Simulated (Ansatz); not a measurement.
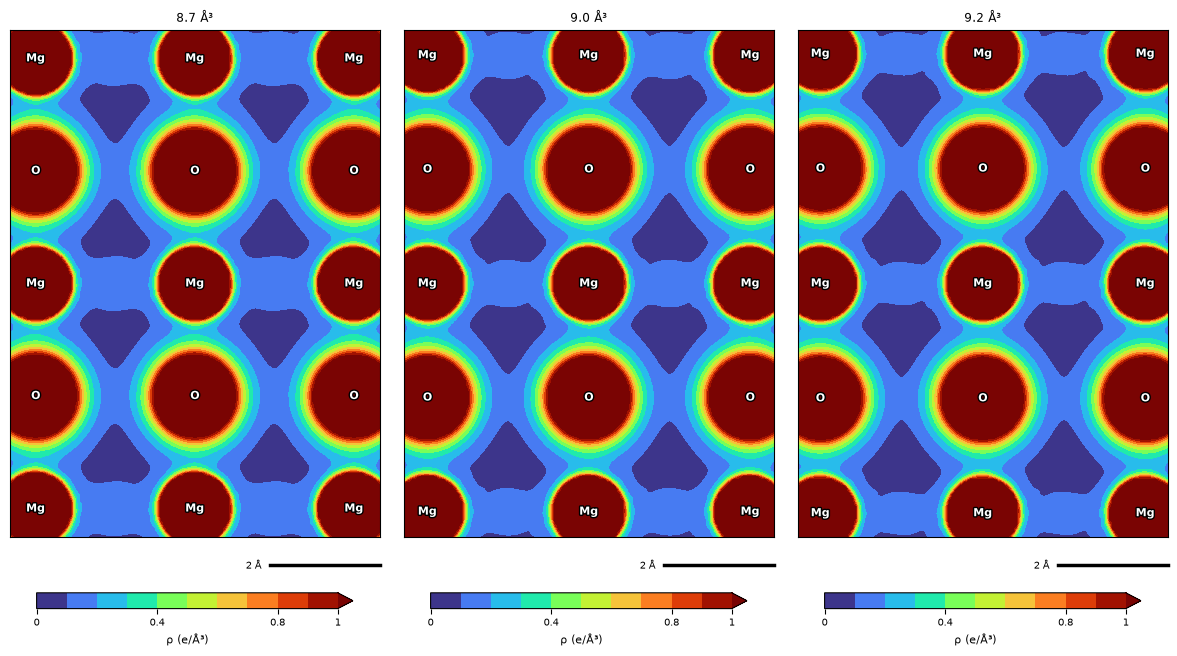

MgO. The valence pseudo-density of cells scaled evenly to different volumes (given per atom above each panel), on the (011̄) plane of each (indices in the axes of the cell below), at one length scale and on one colour scale.

A structure from a database of computed crystals, not necessarily the ambient phase.

These are results of Kohn-Sham DFT of a periodic cell, r2SCAN, Ansatz PAW (Ansatz 0.2.0), not measurements.

The density is the valence pseudo-density of a PAW calculation; it isn't the true density close to the nuclei.

The largest cell:

```
Mg O
1.0
     0.00000    2.13813    2.13813
     2.13813    0.00000    2.13813
     2.13813    2.13813    0.00000
Mg O
1 1
Direct
  0.00000 0.00000 0.00000
  0.50000 0.50000 0.50000
```

| volume (Å³/atom) | Mg–O contact in the plane (Å) | ρ at its midpoint (e/Å³) | pressure (GPa) | gap on the mesh (eV) | 
| --- | --- | --- | --- | --- |
| 8.67 | 2.054 | 0.374 | 13.3 | 6.42 | 
| 9.04 | 2.083 | 0.352 | 4.9 | 5.97 | 
| 9.22 | 2.097 | 0.342 | 1.3 | 5.76 | 
| 9.59 | 2.125 | ? | ? | ? | 
| 9.77 | 2.138 | 0.315 | −7.6 | 5.18 | 

What values belong in the row with question marks?

Over the known rows ln ρ falls by 2.04 per Å of Mg–O distance (a least-squares line), which gives 0.323 e/Å³ at 2.125 Å; the calculation gives 0.323 e/Å³. For the pressure, a straight line in volume between the neighbouring rows gives −4.7 GPa; the calculation gives −5.0, lower because pressure rises ever faster on compression. For the gap on the mesh, a straight line in volume between the neighbouring rows gives 5.37 eV; the calculation gives 5.37.
